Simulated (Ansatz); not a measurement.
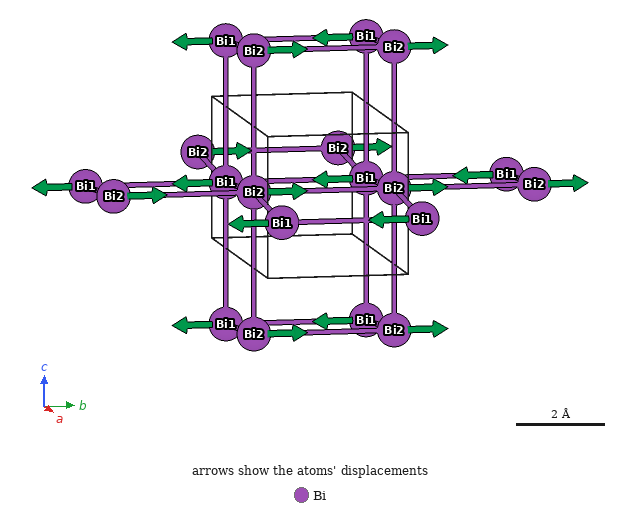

Lattice vibrations of solid Bi (a generated structure), space group Pmma (No. 51), at the zone centre. The optical levels lie at 2, 9, 58 cm⁻¹. One mode is drawn. The green arrows are the displacements of the atoms (eigenvector over the root of the mass), of arbitrary overall length and sign. The picture is a ball-and-stick view of the cell of the calculation, seen slightly off an axis.

These are results of DFT PBE, scalar-relativistic, plane waves, PAW (Ansatz), not measurements. Settings: plane-wave cutoff 420 eV; k-point mesh 10 × 20 × 16; occupations fermi dirac; smearing width 0.15 eV; no spin polarisation.

The frequencies depend somewhat on the k-mesh and the smearing.

Q: Which of these frequencies is the drawn mode's?

A: The level at 2 cm⁻¹. This is the B₃g mode, the lowest optical level, Raman-active by symmetry. All motion is along b; atoms of one kind move against one another, with no net shift of their sublattice. The frequency is so near zero that its sign isn't certain.
